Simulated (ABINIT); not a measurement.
## PbTe: geometry relaxation (part 2 of 2)

Continued. System: PbTe (Fm-3m, 2 atoms in the cell). Method: Kohn-Sham DFT of a periodic cell, PBEsol, PseudoDojo NC SR PBEsol v0.4.1 standard, no spin polarisation (ABINIT 10.8.3); cutoff 1088.46 eV, 5×5×5 k-mesh, fermi-dirac of 0.05 eV. The structure derives from an entry of the Crystallography Open Database.

Geometry of the input (Å; fractional positions):
```
0.0000  3.2310  3.2310
3.2310  0.0000  3.2310
3.2310  3.2310  0.0000
Pb 0.0000  0.0000  0.0000
Te 0.5000  0.5000  0.5000
```

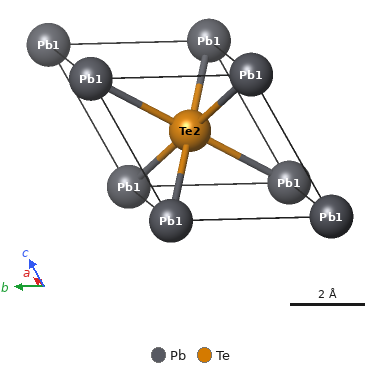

*The geometry at step 1 of the log (ball-and-stick view of the cell of the calculation, seen at an oblique angle; atoms are numbered from 1 in the order of the input).*

Output, continued
```
--- !ResultsGS
iteration_state: {dtset: 1, itime: 2, icycle: 1, }
comment   : Summary of ground state results
lattice_vectors:
- [  0.0000000,   6.1034557,   6.1034557, ]
- [  6.1034557,   0.0000000,   6.1034557, ]
- [  6.1034557,   6.1034557,   0.0000000, ]
lattice_lengths: [   8.63159,    8.63159,    8.63159, ]
lattice_angles: [ 60.000,  60.000,  60.000, ] # degrees, (23, 13, 12)
lattice_volume:   4.5473395E+02
convergence: {deltae: -1.648E-12, res2:  6.854E-14, residm:  3.788E-12, diffor: null, }
etotal    :  -1.74975805E+02
entropy   :   0.00000000E+00
fermie    :   1.63967137E-01
cartesian_stress_tensor: # hartree/bohr^3
- [  1.06510342E-05,   0.00000000E+00,   0.00000000E+00, ]
- [  0.00000000E+00,   1.06510342E-05,   0.00000000E+00, ]
- [  0.00000000E+00,   0.00000000E+00,   1.06510342E-05, ]
pressure_GPa:  -3.1336E-01
xred      :
- [  0.0000E+00,   0.0000E+00,   0.0000E+00, Pb]
- [  5.0000E-01,   5.0000E-01,   5.0000E-01, Te]
cartesian_forces: # hartree/bohr
- [ -0.00000000E+00,  -0.00000000E+00,  -0.00000000E+00, ]
- [ -0.00000000E+00,  -0.00000000E+00,  -0.00000000E+00, ]
force_length_stats: {min:   0.00000000E+00, max:   0.00000000E+00, mean:   0.00000000E+00, }
...

 Integrated electronic density in atomic spheres:
 ------------------------------------------------
 Atom  Sphere_radius  Integrated_density
    1        2.00000         10.03767344
    2        2.00000         11.93255948

---OUTPUT-----------------------------------------------------------------------

 Cartesian coordinates (xcart) [bohr]
  0.00000000000000E+00  0.00000000000000E+00  0.00000000000000E+00
  6.10345566456198E+00  6.10345566456198E+00  6.10345566456198E+00
 Reduced coordinates (xred)
  0.00000000000000E+00  0.00000000000000E+00  0.00000000000000E+00
  5.00000000000000E-01  5.00000000000000E-01  5.00000000000000E-01
 Cartesian forces (fcart) [Ha/bohr]; max,rms= 0.00000E+00 0.00000E+00 (free atoms)
 -0.00000000000000E+00 -0.00000000000000E+00 -0.00000000000000E+00
 -0.00000000000000E+00 -0.00000000000000E+00 -0.00000000000000E+00
 Gradient of E wrt nuclear positions in reduced coordinates (gred)
  0.00000000000000E+00  0.00000000000000E+00  0.00000000000000E+00
  0.00000000000000E+00  0.00000000000000E+00  0.00000000000000E+00
 Scale of Primitive Cell (acell) [bohr]
  8.63158977816644E+00  8.63158977816644E+00  8.63158977816644E+00
 Real space primitive translations (rprimd) [bohr]
  0.00000000000000E+00  6.10345566456198E+00  6.10345566456198E+00
  6.10345566456198E+00  0.00000000000000E+00  6.10345566456198E+00
  6.10345566456198E+00  6.10345566456198E+00  0.00000000000000E+00
 Unitary Cell Volume (ucvol) [Bohr^3]=  4.54733948815842E+02
 Angles (23,13,12)= [degrees]
  6.00000000000000E+01  6.00000000000000E+01  6.00000000000000E+01
 Lengths [Bohr]
  8.63158977816644E+00  8.63158977816644E+00  8.63158977816644E+00
 Stress tensor in cartesian coordinates (strten) [Ha/bohr^3]
  1.06510341740199E-05  0.00000000000000E+00  0.00000000000000E+00
  0.00000000000000E+00  1.06510341740217E-05  0.00000000000000E+00
  0.00000000000000E+00  0.00000000000000E+00  1.06510341740165E-05
 Total energy (etotal) [Ha]= -1.74975804978268E+02

 Difference of energy with previous step (new-old):
           Absolute (Ha)=-5.76798E-06
           Relative     =-3.29644E-08

--- Iteration: ( 3/50) Internal Cycle: (1/1)
--------------------------------------------------------------------------------

---SELF-CONSISTENT-FIELD CONVERGENCE--------------------------------------------

--- !BeginCycle
iteration_state: {dtset: 1, itime: 3, icycle: 1, }
solver: {iscf: 7, nstep: 80, nline: 4, wfoptalg: 0, }
tolerances: {tolvrs: 1.00E-12, }
...

     iter   Etot(hartree)      deltaE(h)  residm     vres2
 ETOT  1  -174.97454618126    -1.750E+02 9.338E-06 1.751E+01
 ETOT  2  -174.97574080102    -1.195E-03 6.129E-08 1.323E+00
 ETOT  3  -174.97581867604    -7.788E-05 2.254E-06 8.990E-02
 ETOT  4  -174.97582220322    -3.527E-06 1.720E-07 1.804E-03
 ETOT  5  -174.97582226717    -6.395E-08 9.295E-08 6.896E-05
 ETOT  6  -174.97582227119    -4.018E-09 1.677E-09 1.566E-06
 ETOT  7  -174.97582227126    -6.807E-11 2.224E-09 2.569E-08
 ETOT  8  -174.97582227125     9.209E-12 5.104E-11 1.215E-09
 ETOT  9  -174.97582227126    -7.532E-12 8.415E-11 2.462E-12
 ETOT 10  -174.97582227126    -4.206E-12 1.955E-12 1.299E-14

 At SCF step   10       vres2   =  1.30E-14 < tolvrs=  1.00E-12 =>converged.

 Cartesian components of stress tensor (hartree/bohr^3)
  sigma(1 1)= -1.16427079E-07  sigma(3 2)=  0.00000000E+00
  sigma(2 2)= -1.16427079E-07  sigma(3 1)=  0.00000000E+00
  sigma(3 3)= -1.16427079E-07  sigma(2 1)=  0.00000000E+00

--- !ResultsGS
iteration_state: {dtset: 1, itime: 3, icycle: 1, }
comment   : Summary of ground state results
lattice_vectors:
- [  0.0000000,   6.0888742,   6.0888742, ]
- [  6.0888742,   0.0000000,   6.0888742, ]
- [  6.0888742,   6.0888742,   0.0000000, ]
lattice_lengths: [   8.61097,    8.61097,    8.61097, ]
lattice_angles: [ 60.000,  60.000,  60.000, ] # degrees, (23, 13, 12)
lattice_volume:   4.5148258E+02
convergence: {deltae: -4.206E-12, res2:  1.299E-14, residm:  1.955E-12, diffor: null, }
etotal    :  -1.74975822E+02
entropy   :   0.00000000E+00
fermie    :   1.66746218E-01
cartesian_stress_tensor: # hartree/bohr^3
- [ -1.16427079E-07,   0.00000000E+00,   0.00000000E+00, ]
- [  0.00000000E+00,  -1.16427079E-07,   0.00000000E+00, ]
- [  0.00000000E+00,   0.00000000E+00,  -1.16427079E-07, ]
pressure_GPa:   3.4254E-03
xred      :
- [  0.0000E+00,   0.0000E+00,   0.0000E+00, Pb]
- [  5.0000E-01,   5.0000E-01,   5.0000E-01, Te]
cartesian_forces: # hartree/bohr
- [ -0.00000000E+00,  -0.00000000E+00,  -0.00000000E+00, ]
- [ -0.00000000E+00,  -0.00000000E+00,  -0.00000000E+00, ]
force_length_stats: {min:   0.00000000E+00, max:   0.00000000E+00, mean:   0.00000000E+00, }
...

 Integrated electronic density in atomic spheres:
 ------------------------------------------------
 Atom  Sphere_radius  Integrated_density
    1        2.00000         10.08957307
    2        2.00000         11.98408758

---OUTPUT-----------------------------------------------------------------------

 Cartesian coordinates (xcart) [bohr]
  0.00000000000000E+00  0.00000000000000E+00  0.00000000000000E+00
  6.08887420746089E+00  6.08887420746089E+00  6.08887420746089E+00
 Reduced coordinates (xred)
  0.00000000000000E+00  0.00000000000000E+00  0.00000000000000E+00
  5.00000000000000E-01  5.00000000000000E-01  5.00000000000000E-01
 Cartesian forces (fcart) [Ha/bohr]; max,rms= 0.00000E+00 0.00000E+00 (free atoms)
 -0.00000000000000E+00 -0.00000000000000E+00 -0.00000000000000E+00
 -0.00000000000000E+00 -0.00000000000000E+00 -0.00000000000000E+00
 Gradient of E wrt nuclear positions in reduced coordinates (gred)
  0.00000000000000E+00  0.00000000000000E+00  0.00000000000000E+00
  0.00000000000000E+00  0.00000000000000E+00  0.00000000000000E+00
 Scale of Primitive Cell (acell) [bohr]
  8.61096848377493E+00  8.61096848377493E+00  8.61096848377493E+00
 Real space primitive translations (rprimd) [bohr]
  0.00000000000000E+00  6.08887420746089E+00  6.08887420746089E+00
  6.08887420746089E+00  0.00000000000000E+00  6.08887420746089E+00
  6.08887420746089E+00  6.08887420746089E+00  0.00000000000000E+00
 Unitary Cell Volume (ucvol) [Bohr^3]=  4.51482583270647E+02
 Angles (23,13,12)= [degrees]
  6.00000000000000E+01  6.00000000000000E+01  6.00000000000000E+01
 Lengths [Bohr]
  8.61096848377492E+00  8.61096848377492E+00  8.61096848377492E+00
 Stress tensor in cartesian coordinates (strten) [Ha/bohr^3]
 -1.16427078899681E-07  0.00000000000000E+00  0.00000000000000E+00
  0.00000000000000E+00 -1.16427078894477E-07  0.00000000000000E+00
  0.00000000000000E+00  0.00000000000000E+00 -1.16427078891007E-07
 Total energy (etotal) [Ha]= -1.74975822271263E+02

 Difference of energy with previous step (new-old):
           Absolute (Ha)=-1.72930E-05
           Relative     =-9.88308E-08

 At Broyd/MD step   3, gradients are converged :
  max grad (force/stress) = 1.1643E-05 < tolmxf= 2.0000E-05 ha/bohr (free atoms)

================================================================================

 ----iterations are completed or convergence reached----

 Mean square residual over all n,k,spin=   10.371E-15; max=  19.548E-13
 reduced coordinates (array xred) for    2 atoms
       0.000000000000      0.000000000000      0.000000000000
       0.500000000000      0.500000000000      0.500000000000
 rms dE/dt=  0.0000E+00; max dE/dt=  0.0000E+00; dE/dt below (all hartree)
    1       0.000000000000      0.000000000000      0.000000000000
    2       0.000000000000      0.000000000000      0.000000000000

 cartesian coordinates (angstrom) at end:
    1      0.00000000000000     0.00000000000000     0.00000000000000
    2      3.22209346845746     3.22209346845746     3.22209346845746

 cartesian forces (hartree/bohr) at end:
    1     -0.00000000000000    -0.00000000000000    -0.00000000000000
    2     -0.00000000000000    -0.00000000000000    -0.00000000000000
 frms,max,avg= 0.0000000E+00 0.0000000E+00   0.000E+00  0.000E+00  0.000E+00 h/b

 cartesian forces (eV/Angstrom) at end:
    1     -0.00000000000000    -0.00000000000000    -0.00000000000000
    2     -0.00000000000000    -0.00000000000000    -0.00000000000000
 frms,max,avg= 0.0000000E+00 0.0000000E+00   0.000E+00  0.000E+00  0.000E+00 e/A
 length scales=  8.610968483775  8.610968483775  8.610968483775 bohr
              =  4.556728282326  4.556728282326  4.556728282326 angstroms
 Fermi (or HOMO) energy (hartree) =   0.16675   Average Vxc (hartree)=  -0.36672
 Eigenvalues (hartree) for nkpt=  10  k points:
 kpt#   1, nband= 19, wtk=  0.00800, kpt=  0.0000  0.0000  0.0000 (reduced coord)
  -1.17812   -1.17812   -1.17792   -1.17792   -1.17792   -0.46071   -0.46071   -0.46034
  -0.46034   -0.46034   -0.29390   -0.05506    0.10119    0.10119    0.10119    0.30145
   0.30145    0.30145    0.36310
      occupation numbers for kpt#   1
   2.00000    2.00000    2.00000    2.00000    2.00000    2.00000    2.00000    2.00000
   2.00000    2.00000    2.00000    2.00000    2.00000    2.00000    2.00000    0.00000
   0.00000    0.00000    0.00000
 prteigrs : prtvol=0 or 1, do not print more k-points.

--- !EnergyTerms
iteration_state     : {dtset: 1, itime: 3, icycle: 1, }
comment             : Components of total free energy in Hartree
kinetic             :  9.13754875166351E+01
hartree             :  4.07020510052765E+01
xc                  : -4.41928761491681E+01
Ewald energy        : -1.05132652714912E+02
psp_core            :  5.39247005249946E+00
local_psp           : -1.19181206759567E+02
non_local_psp       : -4.39390951292604E+01
internal            : -1.74975822178497E+02
'-kT*entropy'       : -9.27660916917727E-08
total_energy        : -1.74975822271263E+02
total_energy_eV     : -4.76133468353146E+03
band_energy         : -1.66810435061933E+01
...

 Cartesian components of stress tensor (hartree/bohr^3)
  sigma(1 1)= -1.16427079E-07  sigma(3 2)=  0.00000000E+00
  sigma(2 2)= -1.16427079E-07  sigma(3 1)=  0.00000000E+00
  sigma(3 3)= -1.16427079E-07  sigma(2 1)=  0.00000000E+00

-Cartesian components of stress tensor (GPa)         [Pressure=  3.4254E-03 GPa]
- sigma(1 1)= -3.42540292E-03  sigma(3 2)=  0.00000000E+00
- sigma(2 2)= -3.42540292E-03  sigma(3 1)=  0.00000000E+00
- sigma(3 3)= -3.42540292E-03  sigma(2 1)=  0.00000000E+00

== END DATASET(S) ==============================================================
================================================================================

 -outvars: echo values of variables after computation  --------
            acell      8.6109684838E+00  8.6109684838E+00  8.6109684838E+00 Bohr
           etotal     -1.7497582227E+02
            fcart     -0.0000000000E+00 -0.0000000000E+00 -0.0000000000E+00
                      -0.0000000000E+00 -0.0000000000E+00 -0.0000000000E+00
            rprim      0.0000000000E+00  7.0710678119E-01  7.0710678119E-01
                       7.0710678119E-01  0.0000000000E+00  7.0710678119E-01
                       7.0710678119E-01  7.0710678119E-01  0.0000000000E+00
           strten     -1.1642707890E-07 -1.1642707889E-07 -1.1642707889E-07
                       0.0000000000E+00  0.0000000000E+00  0.0000000000E+00
           xangst      0.0000000000E+00  0.0000000000E+00  0.0000000000E+00
                       3.2220934685E+00  3.2220934685E+00  3.2220934685E+00
             xred      0.0000000000E+00  0.0000000000E+00  0.0000000000E+00
                       5.0000000000E-01  5.0000000000E-01  5.0000000000E-01
 Calculation completed.
```

Trajectory as extended XYZ (Å, eV, eV/Å), 3 frames, from step=0 to step=2
```
2
Lattice="0.0000 3.2310 3.2310 3.2310 0.0000 3.2310 3.2310 3.2310 0.0000" Properties=species:S:1:pos:R:3:forces:R:3 step=0 energy=-4761.33406
Pb    0.0000    0.0000    0.0000    0.0000   0.0000   0.0000
Te    3.2310    3.2310    3.2310    0.0000   0.0000   0.0000
2
Lattice="0.0000 3.2298 3.2298 3.2298 0.0000 3.2298 3.2298 3.2298 0.0000" Properties=species:S:1:pos:R:3:forces:R:3 step=1 energy=-4761.33421
Pb    0.0000    0.0000    0.0000    0.0000   0.0000   0.0000
Te    3.2298    3.2298    3.2298    0.0000   0.0000   0.0000
2
Lattice="0.0000 3.2221 3.2221 3.2221 0.0000 3.2221 3.2221 3.2221 0.0000" Properties=species:S:1:pos:R:3:forces:R:3 step=2 energy=-4761.33468
Pb    0.0000    0.0000    0.0000    0.0000   0.0000   0.0000
Te    3.2221    3.2221    3.2221    0.0000   0.0000   0.0000
```

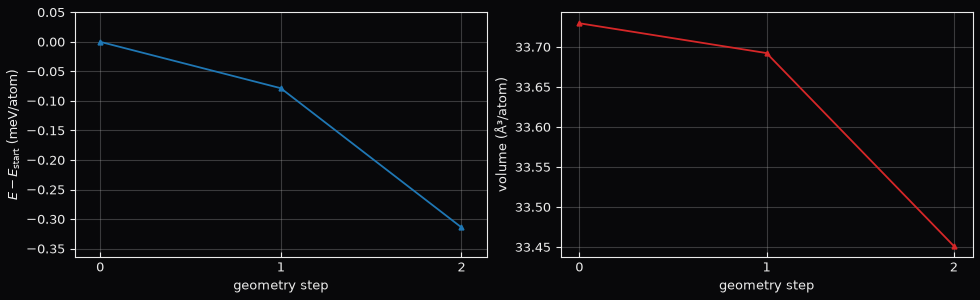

*Progress of the relaxation, step by step (steps are counted from 0).*

The atoms keep their places relative to the cell (all moves are under 0.005 Å). Cell: a = b = c 6.462 → 6.444 Å (−0.3 %). Volume −0.8 %. Among the contacts that change: Pb1–Te2 3.231 → 3.222 Å. The space group stays Fm-3m (No. 225). After 2 geometry steps the energy has fallen by 0.3 meV per atom. All forces vanish by symmetry, so only the cell relaxes. (Atoms are counted from 1 in the order of the input.)

Results in brief

| quantity | value |
| --- | --- |
| outcome | converged |
| space group (tolerance 0.01 Å) | Fm-3m (225) |
| electrons treated | 30 |
| free energy | −4761.3347 eV |
| Fermi energy | 4.537 eV |
| gap on the k-point mesh | 1.14 eV |
| pressure | 0.00 GPa |
| final volume | 66.90 Å³ |
| largest force (length of the vector) at the end | under 0.001 eV/Å |
| final cell | a = 4.557 Å, b = 4.557 Å, c = 4.557 Å, α = 60.00°, β = 60.00°, γ = 60.00° |
| wall time | 2.4 min |
| peak memory | 0.13 GiB |

Notes

Spin–orbit coupling is left out, which matters for Pb.
